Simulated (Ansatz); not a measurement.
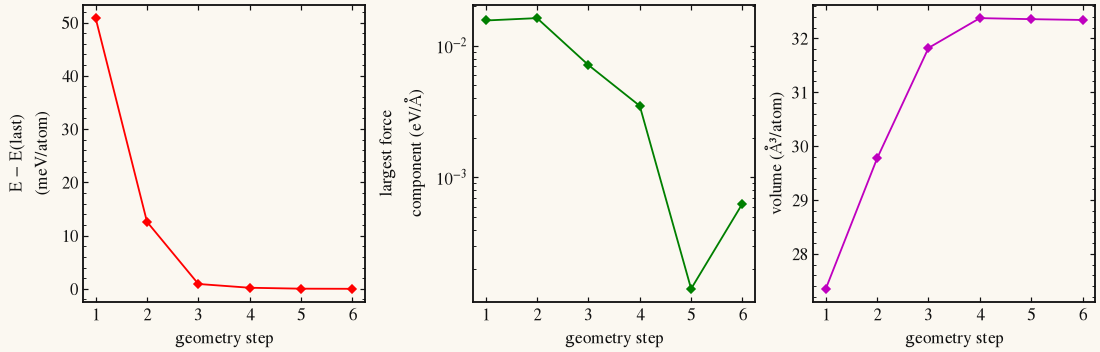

History of a geometry optimisation. Atoms and cell relax. A closing SCF on a freshly chosen basis isn't drawn.

```
crystal:
  lattice:
    - [4.263523569, 0.0, 0.0]
    - [-2.1317617845, 3.6923197204, 0.0]
    - [0.0, 0.0, 6.9495434174]
  atoms:
    - { symbol: Na, position: [0.3333333333, 0.6666666667, 0.0] }
    - { symbol: Na, position: [0.6666666667, 0.3333333333, 0.5] }
    - { symbol: Cl, position: [0.3333333333, 0.6666666667, 0.376] }
    - { symbol: Cl, position: [0.6666666667, 0.3333333333, 0.876] }
kpoints:
  mp_grid: { grid: [10, 10, 6] }
scf:
  occupations: { method: fermi_dirac, width: 0.03 }
hamiltonian:
  xc: revpbe
  pseudopotentials: { kind: paw }
output:
  forces: true
  stress: true
relax:
  f_tol: 0.005
  max_steps: 80
  cell: {}
```

Launched with:
```bash
ansatz run input.yaml --threads 1 --pin off --max-ram 3072MiB --backend cpu --events-out ev --progress --plain --runs-dir out
```

How did it end, and what did it gain?

Answer. The optimisation met its thresholds at geometry 6, counting the start as the first. The energy fell by about 51 meV/atom from the first step to the last. The largest force component goes from about 0.016 eV/Å at the start to 6 × 10⁻⁴ eV/Å at the end.

Was the starting cell too large or too small?

Answer. The volume grows from 27.4 to 32.3 Å³ per atom (+18 %). The start was compressed.
